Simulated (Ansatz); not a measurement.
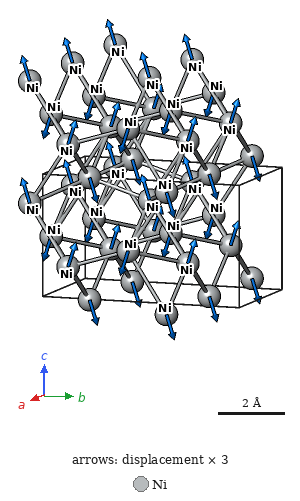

This is a relaxation of solid Ni (built on the alpha-gallium_64 type) (coarse preliminary run). The starting structure is drawn; blue arrows show the displacements (the part carried along by the change of the cell is left out), 3 times their true length.

A ball-and-stick model of the conventional cell (2 times the calculation's cell), repeated 2 × 1 × 2 with one cell outlined, seen slightly off an axis. Lengths and directions refer to the drawn axes.

Case: alpha-gallium type (Cmce, No. 64).

All numbers below come from DFT PBE, scalar-relativistic, plane waves, PAW in Ansatz.

The input:
```yaml
crystal:
  lattice:
    - [1.8737968294, -3.1757381341, 0.0]
    - [1.8737968294, 3.1757381341, 0.0]
    - [0.0, 0.0, 3.7525785973]
  atoms:
    - { symbol: Ni, position: [0.1525, 0.8475, 0.0785], spin: 0.77 }
    - { symbol: Ni, position: [0.6525, 0.3475, 0.4215], spin: 0.77 }
    - { symbol: Ni, position: [0.8475, 0.1525, 0.9215], spin: 0.77 }
    - { symbol: Ni, position: [0.3475, 0.6525, 0.5785], spin: 0.77 }
basis:
  ecutwfc: 420
kpoints:
  mp_grid: { grid: [6, 6, 4] }
hamiltonian:
  xc: pbe
scf:
  occupations: { method: gaussian, width: 0.1 }
  lower_state_search: "off"
output:
  forces: true
  stress: true
  eigenvalues: true
  populations: true
magnetization:
  spin_polarized: true
relax:
  adjacent_minimum: "off"
  f_tol: 0.04
  max_steps: 70
  cell: { stress_tol: 0.4 }
```

### What happened in the run?

The largest moves relative to the cell, 0.28 Å, are those of Ni1, Ni2, Ni3 and Ni4. Ni2 goes roughly along +c. The drawn cell changes as follows: a 3.748 → 3.486 Å (−7.0 %), b 6.351 → 8.162 Å (+28.5 %), c 3.753 → 3.366 Å (−10.3 %); the volume changes by +7.2 %. Among the contacts that change: Ni1–Ni2 3.097 → 2.421 Å, Ni1–Ni3 2.025 → 2.316 Å, Ni1–Ni4 2.248 → 2.439 Å, Ni1–Ni3 (another image) 2.322 → 2.481 Å. New bonds form: Ni1–Ni2 (3.10 → 2.42 Å), Ni3–Ni4 (3.10 → 2.42 Å). The space group (tolerance 0.01 Å) goes from Cmce (No. 64) to Fmmm (No. 69). The energy falls by 484 meV per atom in 10 accepted moves (12 points after the start). The largest force component goes from 0.99 to 0.012 eV/Å. The pressure goes from 35.75 to 0.15 GPa. The SCF was repeated twice at an unchanged geometry on a basis and grid sized afresh for the cell, which shifted the energy by 42.7 meV per atom at most.

Limits of the set-up: the k-point mesh is coarse for a cell with partly filled bands.
